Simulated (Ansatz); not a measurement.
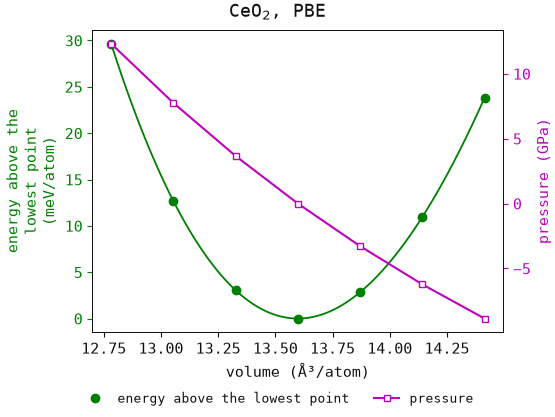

Computed with Ansatz 0.2.0 development build: equation of state of a cubic crystal from periodic Kohn-Sham density functional theory without spin, third-order Birch-Murnaghan fit to the free energies; pressure corrected for the finite basis. Level: PBE.

- structure type: fluorite
- atoms in cell: 3
- space group number: 225
- lattice centring: face-centred primitive
- k mesh: 34×34×34
- occupation method: Fermi–Dirac
- occupation width: 0.06123 eV
- wave cutoff: 420 eV
- datasets: soft-1 PAW
- density tolerance: 1e−07 eV
- bands: 22
- density cutoff ratio: 4
- search for lower states: default

**Figure.** Energy above the lowest point and pressure against volume for CeO₂, space group Fm-3m (No. 225) (one of a set of cubic test structures, which need not be the stable phase).

A third-order Birch–Murnaghan fit gives V0 = 13.60 Å³/atom, B0 = 173 GPa and B′ = 4.5. The energy above the lowest point is 29.7 meV/atom at volume 12.78 Å³/atom and 23.8 meV/atom at 14.41 Å³/atom; the lowest computed point is at volume 13.60 Å³/atom (0.0 meV/atom), and no other minimum shows. The pressure falls from 12.3 GPa at volume 12.78 Å³/atom to −8.9 GPa at 14.41 Å³/atom, and changes sign near 13.60 Å³/atom.
